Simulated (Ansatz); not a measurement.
# Run report: Ge7H2, geometry relaxation (part 3 of 3)

The same run, continued: Ge7H2 (slab, 36 atoms in the cell); DFT LDA, scalar-relativistic, plane waves, PAW, no spin polarisation (Ansatz 0.2.0); cutoff 420 eV, 3×3×1 k-mesh, Gaussian smearing of 0.05 eV. The structure derives from an entry of the Crystallography Open Database. The input holds or restrains some coordinates. Forces given for the steps count only the free coordinates.

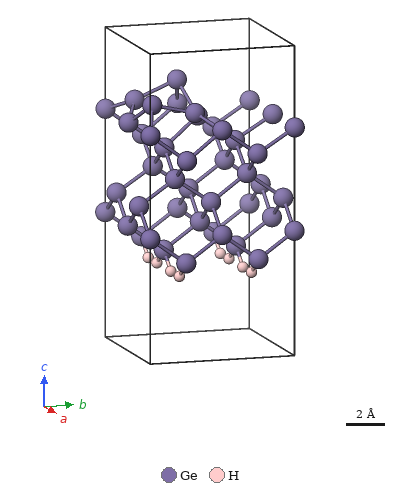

**Figure 1.** The geometry at step 3 of the log (ball-and-stick view of the cell of the calculation, with the vacuum cut short, seen slightly off an axis).

### Output, continued
```
  k-point 3: bands = ["-23.6768", "-23.6543", "-23.6512", "-23.6395", "-23.6279", "-23.6235", "-23.6206", "-23.6169", "-23.6095", "-23.5849", "-23.5832", "-23.5781", "-23.5735", "-23.5705", "-23.5528", "-23.5523", "-23.5435", "-23.5405", "-23.5337", "-23.5284", "-23.5267", "-23.5240", "-23.5206", "-23.5143", "-23.5100", "-23.5080", "-23.5049", "-23.4984", "-23.4923", "-23.4908", "-23.4814", "-23.4777", "-23.4706", "-23.4636", "-23.4568", "-23.4514", "-23.4447", "-23.4408", "-23.4309", "-23.4273",
      "-23.4204", "-23.4169", "-23.4114", "-23.4054", "-23.3971", "-23.3911", "-23.3873", "-23.3858", "-23.3815", "-23.3789", "-23.3760", "-23.3740", "-23.3697", "-23.3680", "-23.3632", "-23.3603", "-23.3535", "-23.3515", "-23.3473", "-23.3427", "-23.3383", "-23.3361", "-23.3341", "-23.3292", "-23.3257", "-23.3226", "-23.3206", "-23.3141", "-23.3131", "-23.3114", "-23.3072", "-23.3047", "-23.3027", "-23.2963", "-23.2920", "-23.2898", "-23.2867", "-23.2837", "-23.2795", "-23.2750",
      "-23.2728", "-23.2709", "-23.2650", "-23.2612", "-23.2595", "-23.2558", "-23.2534", "-23.2501", "-23.2484", "-23.2459", "-23.2418", "-23.2396", "-23.2373", "-23.2301", "-23.2265", "-23.2255", "-23.2197", "-23.2012", "-23.1966", "-23.1945", "-23.1885", "-23.1855", "-23.1743", "-23.1676", "-23.1615", "-23.1539", "-23.1519", "-23.1461", "-23.1392", "-23.1211", "-23.1162", "-23.1134", "-23.1068", "-23.1003", "-23.0935", "-23.0911", "-23.0820", "-23.0788", "-23.0756", "-23.0739",
      "-23.0712", "-23.0678", "-23.0274", "-23.0272", "-23.0252", "-23.0239", "-23.0199", "-23.0190", "-23.0040", "-23.0001", "-22.9985", "-22.9979", "-22.9901", "-22.9888", "-22.9871", "-22.9751", "-22.9696", "-22.9671", "-22.9566", "-22.9483", "-11.0331", "-10.4126", "-10.3480", "-10.1420", "-9.7890", "-9.5957", "-9.5302", "-9.1646", "-9.0678", "-8.8390", "-8.6161", "-8.2699", "-8.0603", "-7.7507", "-7.7071", "-7.3627", "-6.6587", "-6.4705", "-6.3072", "-6.0691",
      "-5.8472", "-5.5214", "-5.2142", "-4.9425", "-4.8178", "-4.4462", "-3.9398", "-3.8166", "-3.5685", "-3.1028", "-2.9804", "-2.9285", "-2.7471", "-2.5449", "-2.4603", "-2.3182", "-2.2827", "-2.2219", "-1.9430", "-1.8109", "-1.7514", "-1.6992", "-1.6162", "-1.3704", "-1.2583", "-1.1151", "-1.0552", "-1.0372", "-0.9979", "-0.8212", "-0.7474", "-0.7172", "-0.5444", "-0.4359", "-0.3435", "-0.1409", "-0.0207", "0.1853", "0.5206", "1.0556",
      "1.9626", "2.1666", "2.7192", "2.8932", "3.0885", "3.2948", "3.4064", "3.4594", "3.6187", "3.7660", "3.8615", "3.9019", "4.0105", "4.0776", "4.1893", "4.2788", "4.3536", "4.4394", "4.5813", "4.6143", "4.6799", "4.7581", "4.8345", "4.9787", "5.0012", "5.0944", "5.1299", "5.2302", "5.4045", "5.4511", "5.5391", "5.6351", "5.8030", "5.8671", "5.9947", "6.0280", "6.1634", "6.2357", "6.3701", "6.4260"]
--- Relaxed structure (4 steps of the walk, 4 accepted, 0 SCFs on fresh bases) ---
  F+E_penalty+E_count = -118157.55338410 eV   max|allowed force component| = 2.126e-2 eV/Å
  atoms:
    - { symbol: Ge, position: [0.5, 0.25, 0.22111863229999998] }
    - { symbol: Ge, position: [0.5, 0.75, 0.22111863229999998] }
    - { symbol: Ge, position: [0.0, 0.25, 0.22111863229999998] }
    - { symbol: Ge, position: [0.0, 0.75, 0.22111863229999998] }
    - { symbol: Ge, position: [0.5, 0.5, 0.28445833719999997] }
    - { symbol: Ge, position: [0.5, 0.0, 0.28445833719999997] }
    - { symbol: Ge, position: [0.0, 0.5, 0.28445833719999997] }
    - { symbol: Ge, position: [0.0, 0.0, 0.28445833719999997] }
    - { symbol: Ge, position: [0.75, 0.5, 0.34779804219999993] }
    - { symbol: Ge, position: [0.75, 0.0, 0.34779804219999993] }
    - { symbol: Ge, position: [0.25, 0.5, 0.34779804219999993] }
    - { symbol: Ge, position: [0.25, 0.0, 0.34779804219999993] }
    - { symbol: Ge, position: [0.75, 0.7481639158074208, 0.4125430627938688] }
    - { symbol: Ge, position: [0.75, 0.24967340127870732, 0.40822252974958495] }
    - { symbol: Ge, position: [0.25, 0.7502386369201212, 0.4117027758264401] }
    - { symbol: Ge, position: [0.25, 0.2514095392982766, 0.4067488844399944] }
    - { symbol: Ge, position: [0.001695015568249551, 0.7440103598597648, 0.47609163887053557] }
    - { symbol: Ge, position: [0.0017512078720020347, 0.254146286770211, 0.4680396695041666] }
    - { symbol: Ge, position: [0.49830498443175053, 0.7440103598597648, 0.47609163887053557] }
    - { symbol: Ge, position: [0.498248792127998, 0.254146286770211, 0.4680396695041666] }
    - { symbol: Ge, position: [-0.0054448951801921944, 0.003905978892982951, 0.5336209339902651] }
    - { symbol: Ge, position: [0.023521340767623668, 0.4922981036092525, 0.5390733794494336] }
    - { symbol: Ge, position: [0.5054448951801921, 0.003905978892982951, 0.5336209339902651] }
    - { symbol: Ge, position: [0.47647865923237637, 0.4922981036092525, 0.5390733794494336] }
    - { symbol: Ge, position: [0.25, 0.12632002242241575, 0.5695641163] }
    - { symbol: Ge, position: [0.25, 0.41879030067366063, 0.6126282428554355] }
    - { symbol: Ge, position: [0.75, 0.09162447119040741, 0.5899794769999999] }
    - { symbol: Ge, position: [0.75, 0.38801435727166594, 0.5651143047122282] }
    - { symbol: H, position: [0.3457176665, 0.25, 0.179674859] }
    - { symbol: H, position: [0.6542823335, 0.25, 0.179674859] }
    - { symbol: H, position: [0.6539597756, 0.75, 0.1794212522] }
    - { symbol: H, position: [0.3460402244, 0.75, 0.1794212522] }
    - { symbol: H, position: [-0.1542823335, 0.25, 0.179674859] }
    - { symbol: H, position: [0.1542823335, 0.25, 0.179674859] }
    - { symbol: H, position: [0.1539597756, 0.75, 0.1794212522] }
    - { symbol: H, position: [-0.1539597756, 0.75, 0.1794212522] }
```

### Trajectory as extended XYZ (Å, eV, eV/Å), 4 frames, from step=1 to step=4
```
36
Lattice="7.9505 0.0000 0.0000 0.0000 7.9505 0.0000 0.0000 0.0000 22.1892" Properties=species:S:1:pos:R:3:forces:R:3 step=1 energy=-118157.48447
Ge    3.9752    1.9876    4.9064    0.0127   0.0119   0.3391
Ge    3.9752    5.9628    4.9064    0.0310  -0.0126   0.2524
Ge    0.0000    1.9876    4.9064   -0.0127   0.0119   0.3391
Ge    0.0000    5.9628    4.9064   -0.0310  -0.0126   0.2524
Ge    3.9752    3.9752    6.3119   -0.0206   0.1182  -0.2183
Ge    3.9752    0.0000    6.3119   -0.0182  -0.1146  -0.2112
Ge    0.0000    3.9752    6.3119    0.0206   0.1182  -0.2183
Ge    0.0000    0.0000    6.3119    0.0182  -0.1146  -0.2112
Ge    5.9628    3.9752    7.7174    0.0000   0.1567  -0.0996
Ge    5.9628    0.0000    7.7174    0.0000  -0.2588  -0.0340
Ge    1.9876    3.9752    7.7174    0.0000   0.3437  -0.3794
Ge    1.9876    0.0000    7.7174    0.0000  -0.2549  -0.2688
Ge    5.9628    5.9528    9.1709    0.0000  -0.0213  -0.0033
Ge    5.9628    1.9819    9.0755    0.0000   0.0371   0.0016
Ge    1.9876    5.9652    9.1450    0.0000   0.0025   0.0141
Ge    1.9876    1.9976    9.0228    0.0000  -0.0058   0.0161
Ge    0.0198    5.9228   10.5901   -0.0552  -0.0050  -0.0500
Ge    0.0307    2.0168   10.4043   -0.0844   0.0855  -0.0700
Ge    3.9554    5.9228   10.5901    0.0552  -0.0050  -0.0500
Ge    3.9445    2.0168   10.4043    0.0844   0.0855  -0.0700
Ge   -0.0131    0.0455   11.8768   -0.4068  -0.3686  -0.2527
Ge    0.1948    3.9120   11.9850   -0.0467   0.0253  -0.0079
Ge    3.9883    0.0455   11.8768    0.4068  -0.3686  -0.2527
Ge    3.7804    3.9120   11.9850    0.0467   0.0253  -0.0079
Ge    1.9876    0.9737   12.6382    0.0000   0.7990   0.8229
Ge    1.9876    3.3950   13.6533    0.0000  -0.4398  -0.2437
Ge    5.9628    0.7184   13.0912    0.0000   0.0310   0.6349
Ge    5.9628    3.0690   12.5577    0.0000   0.1309  -0.0289
H     2.7486    1.9876    3.9868   -0.0013  -0.0045  -0.0037
H     5.2018    1.9876    3.9868    0.0008  -0.0027  -0.0089
H     5.1993    5.9628    3.9812   -0.0108   0.0089   0.0006
H     2.7512    5.9628    3.9812    0.0123  -0.0019   0.0151
H    -1.2266    1.9876    3.9868   -0.0008  -0.0027  -0.0089
H     1.2266    1.9876    3.9868    0.0013  -0.0045  -0.0037
H     1.2241    5.9628    3.9812   -0.0123  -0.0019   0.0151
H    -1.2241    5.9628    3.9812    0.0108   0.0089   0.0006
36
Lattice="7.9505 0.0000 0.0000 0.0000 7.9505 0.0000 0.0000 0.0000 22.1892" Properties=species:S:1:pos:R:3:forces:R:3 step=2 energy=-118157.54947
Ge    3.9752    1.9876    4.9064    0.0176   0.0164   0.3422
Ge    3.9752    5.9628    4.9064    0.0289  -0.0174   0.2482
Ge    0.0000    1.9876    4.9064   -0.0176   0.0164   0.3422
Ge    0.0000    5.9628    4.9064   -0.0289  -0.0174   0.2482
Ge    3.9752    3.9752    6.3119   -0.0233   0.1293  -0.2268
Ge    3.9752    0.0000    6.3119   -0.0206  -0.1251  -0.2223
Ge    0.0000    3.9752    6.3119    0.0233   0.1293  -0.2268
Ge    0.0000    0.0000    6.3119    0.0206  -0.1251  -0.2223
Ge    5.9628    3.9752    7.7174    0.0000   0.1373  -0.2585
Ge    5.9628    0.0000    7.7174    0.0000  -0.2211  -0.1390
Ge    1.9876    3.9752    7.7174    0.0000   0.3182  -0.4395
Ge    1.9876    0.0000    7.7174    0.0000  -0.2323  -0.3094
Ge    5.9628    5.9507    9.1498    0.0000  -0.0229  -0.0060
Ge    5.9628    1.9851    9.0603    0.0000   0.0024   0.0043
Ge    1.9876    5.9646    9.1355    0.0000   0.0031  -0.0145
Ge    1.9876    1.9978    9.0202    0.0000   0.0177   0.0294
Ge    0.0096    5.9162   10.5584    0.0417   0.0236   0.0440
Ge    0.0195    2.0225   10.3848   -0.0430  -0.0296   0.0017
Ge    3.9656    5.9162   10.5584   -0.0417   0.0236   0.0440
Ge    3.9557    2.0225   10.3848    0.0430  -0.0296   0.0017
Ge   -0.0346    0.0314   11.8438   -0.1433  -0.0234  -0.0428
Ge    0.1885    3.9169   11.9574   -0.0199  -0.0136   0.0213
Ge    4.0098    0.0314   11.8438    0.1433  -0.0234  -0.0428
Ge    3.7867    3.9169   11.9574    0.0199  -0.0136   0.0213
Ge    1.9876    0.9954   12.6382    0.0000   0.0431   0.2571
Ge    1.9876    3.3164   13.5851    0.0000   0.0724   0.0329
Ge    5.9628    0.7359   13.0912    0.0000  -0.0640   0.5435
Ge    5.9628    3.0906   12.5449    0.0000   0.0238  -0.0408
H     2.7486    1.9876    3.9868   -0.0010  -0.0065  -0.0016
H     5.2018    1.9876    3.9868   -0.0004  -0.0043  -0.0086
H     5.1993    5.9628    3.9812   -0.0109   0.0118   0.0003
H     2.7512    5.9628    3.9812    0.0124  -0.0002   0.0148
H    -1.2266    1.9876    3.9868    0.0004  -0.0043  -0.0086
H     1.2266    1.9876    3.9868    0.0010  -0.0065  -0.0016
H     1.2241    5.9628    3.9812   -0.0124  -0.0002   0.0148
H    -1.2241    5.9628    3.9812    0.0109   0.0118   0.0003
36
Lattice="7.9505 0.0000 0.0000 0.0000 7.9505 0.0000 0.0000 0.0000 22.1892" Properties=species:S:1:pos:R:3:forces:R:3 step=3 energy=-118157.55338
Ge    3.9752    1.9876    4.9064    0.0165   0.0163   0.3416
Ge    3.9752    5.9628    4.9064    0.0302  -0.0174   0.2484
Ge    0.0000    1.9876    4.9064   -0.0165   0.0163   0.3416
Ge    0.0000    5.9628    4.9064   -0.0302  -0.0174   0.2484
Ge    3.9752    3.9752    6.3119   -0.0232   0.1282  -0.2251
Ge    3.9752    0.0000    6.3119   -0.0212  -0.1240  -0.2209
Ge    0.0000    3.9752    6.3119    0.0232   0.1282  -0.2251
Ge    0.0000    0.0000    6.3119    0.0212  -0.1240  -0.2209
Ge    5.9628    3.9752    7.7174    0.0000   0.1511  -0.2581
Ge    5.9628    0.0000    7.7174    0.0000  -0.2562  -0.1261
Ge    1.9876    3.9752    7.7174    0.0000   0.3033  -0.4226
Ge    1.9876    0.0000    7.7174    0.0000  -0.2052  -0.2884
Ge    5.9628    5.9482    9.1540    0.0000  -0.0042   0.0037
Ge    5.9628    1.9850    9.0581    0.0000   0.0101  -0.0156
Ge    1.9876    5.9647    9.1353    0.0000   0.0010  -0.0047
Ge    1.9876    1.9988    9.0254    0.0000   0.0050   0.0103
Ge    0.0135    5.9152   10.5641    0.0087   0.0022  -0.0031
Ge    0.0139    2.0206   10.3854    0.0071  -0.0172  -0.0054
Ge    3.9618    5.9152   10.5641   -0.0087   0.0022  -0.0031
Ge    3.9613    2.0206   10.3854   -0.0071  -0.0172  -0.0054
Ge   -0.0433    0.0311   11.8406   -0.0212   0.0077  -0.0139
Ge    0.1870    3.9140   11.9616    0.0028  -0.0002   0.0118
Ge    4.0185    0.0311   11.8406    0.0212   0.0077  -0.0139
Ge    3.7882    3.9140   11.9616   -0.0028  -0.0002   0.0118
Ge    1.9876    1.0043   12.6382    0.0000   0.0021   0.2374
Ge    1.9876    3.3296   13.5937    0.0000   0.0123  -0.0002
Ge    5.9628    0.7285   13.0912    0.0000  -0.0153   0.5907
Ge    5.9628    3.0849   12.5394    0.0000   0.0022  -0.0031
H     2.7486    1.9876    3.9868   -0.0012  -0.0064  -0.0020
H     5.2018    1.9876    3.9868   -0.0004  -0.0042  -0.0084
H     5.1993    5.9628    3.9812   -0.0110   0.0118   0.0004
H     2.7512    5.9628    3.9812    0.0124   0.0000   0.0153
H    -1.2266    1.9876    3.9868    0.0004  -0.0042  -0.0084
H     1.2266    1.9876    3.9868    0.0012  -0.0064  -0.0020
H     1.2241    5.9628    3.9812   -0.0124   0.0000   0.0153
H    -1.2241    5.9628    3.9812    0.0110   0.0118   0.0004
36
Lattice="7.9505 0.0000 0.0000 0.0000 7.9505 0.0000 0.0000 0.0000 22.1892" Properties=species:S:1:pos:R:3:forces:R:3 step=4 energy=-118157.55338
Ge    3.9752    1.9876    4.9064    0.0165   0.0163   0.3415
Ge    3.9752    5.9628    4.9064    0.0301  -0.0174   0.2484
Ge    0.0000    1.9876    4.9064   -0.0165   0.0163   0.3415
Ge    0.0000    5.9628    4.9064   -0.0301  -0.0174   0.2484
Ge    3.9752    3.9752    6.3119   -0.0232   0.1282  -0.2251
Ge    3.9752    0.0000    6.3119   -0.0212  -0.1240  -0.2209
Ge    0.0000    3.9752    6.3119    0.0232   0.1282  -0.2251
Ge    0.0000    0.0000    6.3119    0.0212  -0.1240  -0.2209
Ge    5.9628    3.9752    7.7174    0.0000   0.1511  -0.2581
Ge    5.9628    0.0000    7.7174    0.0000  -0.2562  -0.1261
Ge    1.9876    3.9752    7.7174    0.0000   0.3033  -0.4226
Ge    1.9876    0.0000    7.7174    0.0000  -0.2052  -0.2885
Ge    5.9628    5.9482    9.1540    0.0000  -0.0043   0.0037
Ge    5.9628    1.9850    9.0581    0.0000   0.0103  -0.0155
Ge    1.9876    5.9647    9.1353    0.0000   0.0009  -0.0047
Ge    1.9876    1.9988    9.0254    0.0000   0.0051   0.0103
Ge    0.0135    5.9152   10.5641    0.0087   0.0022  -0.0031
Ge    0.0139    2.0206   10.3854    0.0071  -0.0171  -0.0054
Ge    3.9618    5.9152   10.5641   -0.0087   0.0022  -0.0031
Ge    3.9613    2.0206   10.3854   -0.0071  -0.0171  -0.0054
Ge   -0.0433    0.0311   11.8406   -0.0213   0.0077  -0.0139
Ge    0.1870    3.9140   11.9616    0.0028  -0.0002   0.0118
Ge    4.0185    0.0311   11.8406    0.0213   0.0077  -0.0139
Ge    3.7882    3.9140   11.9616   -0.0028  -0.0002   0.0118
Ge    1.9876    1.0043   12.6382    0.0000   0.0021   0.2374
Ge    1.9876    3.3296   13.5937    0.0000   0.0124  -0.0002
Ge    5.9628    0.7285   13.0912    0.0000  -0.0152   0.5906
Ge    5.9628    3.0849   12.5394    0.0000   0.0021  -0.0032
H     2.7486    1.9876    3.9868   -0.0012  -0.0064  -0.0020
H     5.2018    1.9876    3.9868   -0.0004  -0.0042  -0.0084
H     5.1993    5.9628    3.9812   -0.0110   0.0118   0.0004
H     2.7512    5.9628    3.9812    0.0124   0.0000   0.0153
H    -1.2266    1.9876    3.9868    0.0004  -0.0042  -0.0084
H     1.2266    1.9876    3.9868    0.0012  -0.0064  -0.0020
H     1.2241    5.9628    3.9812   -0.0124   0.0000   0.0153
H    -1.2241    5.9628    3.9812    0.0110   0.0118   0.0004
```

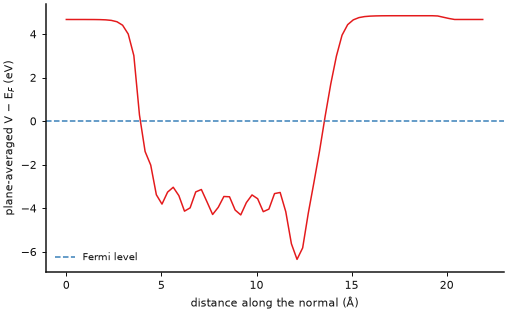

**Figure 2.** Plane average of the electrostatic potential energy of an electron across the cell, from the Fermi level. The vacuum level lies 4.84 eV above the Fermi level on the upper side and 4.66 eV on the lower.

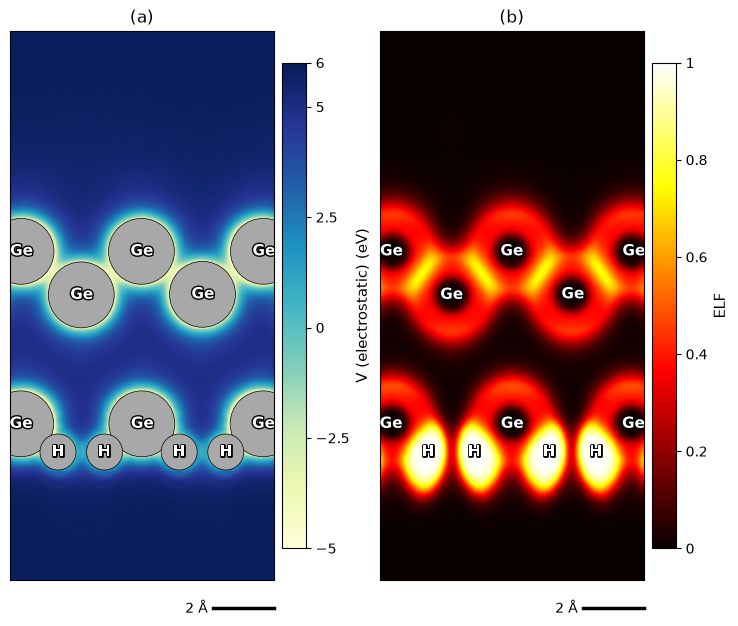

**Figure 3.** (a) electrostatic potential energy of an electron; (b) electron localisation function on the (010) plane of the calculation cell, a cut from vacuum to vacuum. Grey discs, where drawn, cover atomic cores. Ge–H (1.53 Å): the ELF climbs to about 1 towards the hydrogen, as it does in any bond to H. Ge–Ge (2.44 Å): the ELF peaks at about 0.75 between the atoms, as expected for localised, shared-pair bonding. Ge–Ge (2.45 Å): the ELF peaks at about 0.75 between the atoms, which marks a shared electron pair. In a PAW calculation such maps are meaningful between the atoms, not at the nuclei.

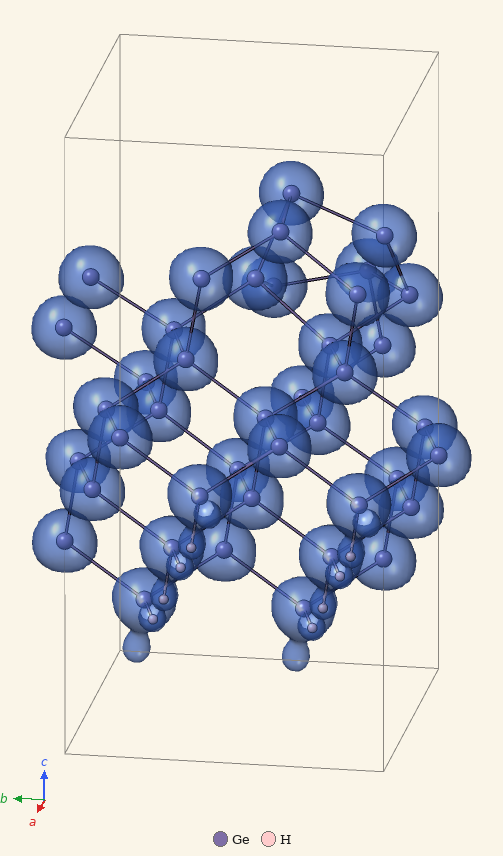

**Figure 4.** Isosurface of the valence electron density at 0.8 e/Å³ (blue), seen at an oblique angle. Sticks mark near contacts. At this value the density breaks into separate islands; it holds about 70 % of the electrons treated as valence (semicore included). It is pinched off along the Ge–Ge (2.37 Å), Ge–Ge (2.41 Å) and Ge–Ge (2.46 Å) contacts. On the grid the lowest density along these lines, outside the cores, is 0.91 e/Å³ (Ge–H, 1.53 Å), 0.56 e/Å³ (Ge–Ge, 2.37 Å), 0.51 e/Å³ (Ge–Ge, 2.41 Å) and 0.49 e/Å³ (Ge–Ge, 2.46 Å).

### Key numbers

- outcome: converged under the restraints of the input
- electrons treated: 400
- free energy: −118157.5534 eV
- work function, top face: 4.84 eV
- work function, bottom face: 4.66 eV
- Fermi energy: 1.065 eV
- gap on the k-point mesh: none (metallic)
- final volume: 1402.57 Å³
- work function (upper face): 4.84 eV
- largest force (length of the vector) at the end, held atoms and coordinates included: 0.591 eV/Å
- wall time: 4.9 min (CPU time 17 min)
- peak memory: 5 GiB

### Notes

Warnings of the run: the exchange-correlation potential is rough where the density is thin.
